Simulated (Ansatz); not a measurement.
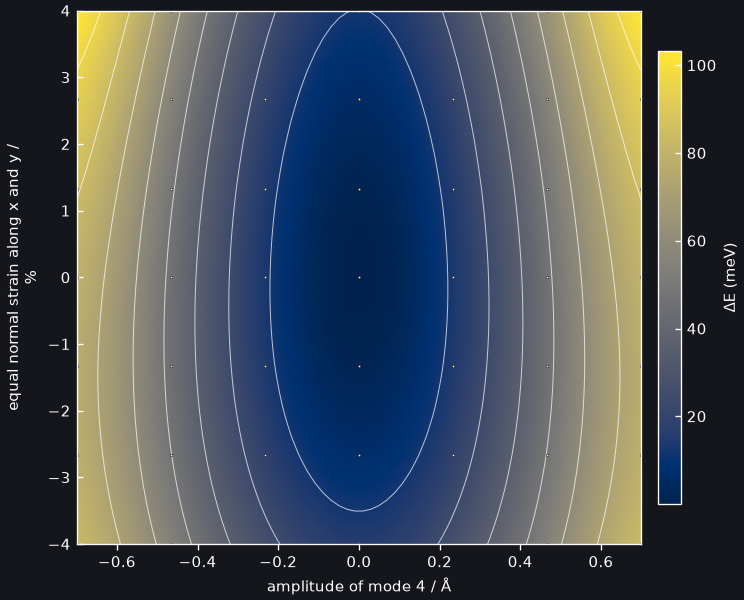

Na (P6_3/mmc, No. 194; 2 atoms in the cell). The energy is mapped over a normal mode and a strain (zone-centre modes of the 2-atom cell of this scan) (x along [1 0 0], y along [1 2 0], z along [0 0 1] of the conventional cell). Coordinates scanned: (1) amplitude of mode 4 (55 cm⁻¹), largest displacement in the unstrained cell; (2) equal normal strain along x and y. Nothing is relaxed (the pattern is fixed in fractional coordinates). The scan uses a 7 × 7 grid; 28 points were computed and 21 follow by symmetry. Points are written as (first, second). Energies: meV per cell, counted from the lowest grid point. The calculation used DFT PBE, scalar-relativistic, plane waves, PAW in Ansatz 0.2.0. Settings: cutoff 520 eV, k-mesh 15×15×8 in the order of the run's cell vectors, gaussian smearing 0.15 eV, no spin polarisation.

Drawn: a smooth colour map with a few white contour lines, dots at the grid points. Between grid points the surface is interpolated.

The lowest grid point is at (0.000 Å, 0.00 %). It is the only kind of minimum in the scanned range. The highest grid point, (−0.700 Å, 4.00 %), lies 103 meV above the lowest.

The level of theory is changed to DFT LDA, scalar-relativistic, plane waves, PAW in Ansatz; with it change the cell, relaxed at the new level (first cell vector 3.621 Å, before 3.745 Å).

### How does the landscape change?

The minimum (interpolated where it lies between grid points) moves from (0.000 Å, 0.00 %) to about (0.000 Å, −0.08 %). The span from the lowest to the highest grid point grows from 103 to 111 meV.

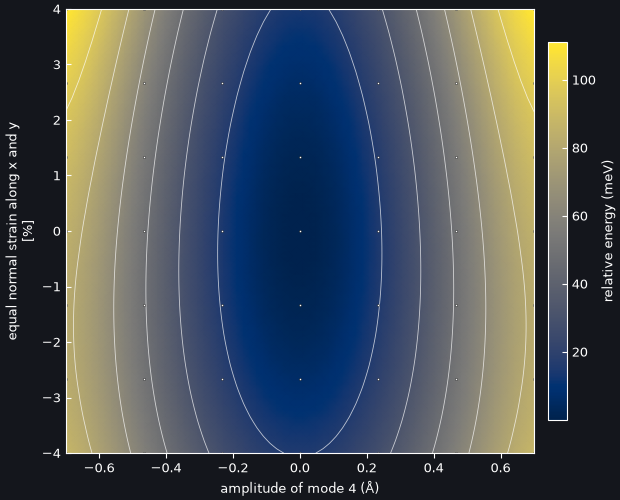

The map after the change, on a colour scale of its own. The picture shows a smooth colour map with a few white contour lines, dots at the grid points. Between grid points the surface is interpolated.
